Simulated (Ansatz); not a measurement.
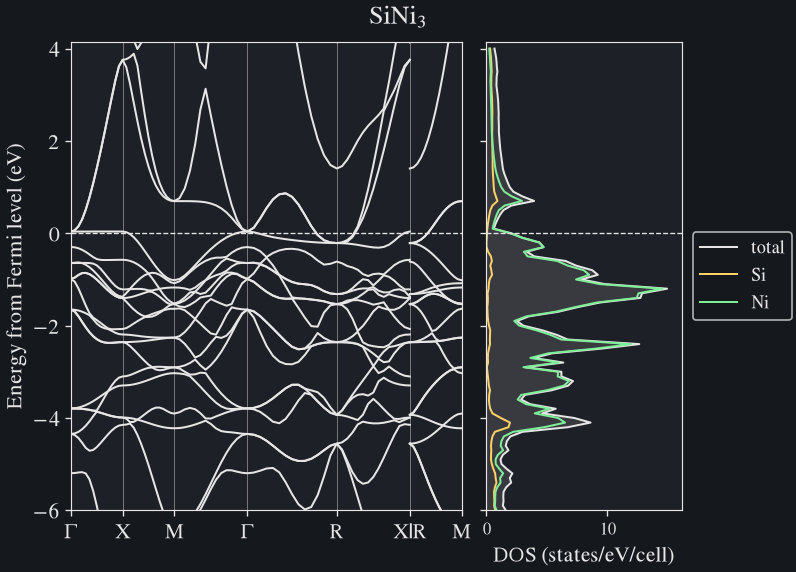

Band structure and density of states. Energies are counted from the Fermi level. The partial curves are projected on Löwdin-orthogonalised atomic shells.

Question: Which Bravais lattice do the labels of the path belong to?

Answer: A simple cubic lattice: the path Γ–X–M–Γ–R–X|R–M runs through the special points of its Brillouin zone.

The material is SiNi3, space group Pm-3m (No. 221), 4 atoms in the cell.

Computed with Ansatz: DFT PBEsol, scalar-relativistic, plane waves, PAW, no spin polarisation, 12×12×12 k mesh, 420 eV cutoff, Gaussian smearing of 0.1 eV.

Question: Is there a gap at the Fermi level?

Answer: A metal: bands cross the Fermi level along this path.

Question: By band count a gap could open at this filling. What closes it?

Answer: The last band that the electron count would fill rises to 0.04 eV above the Fermi level at X, leaving holes there, and the next band dips to 0.21 eV below it at R, holding electrons: an overlap of 0.25 eV, small enough to call it a semimetal.

Question: What is the density of states at the Fermi level?

Answer: The density of states at the Fermi level isn't well fixed here: it changes fast, and within 0.3 eV it runs from 0.61 to 4.7 per eV and cell.

The run has no spin polarisation, so a magnetic state may lie lower.
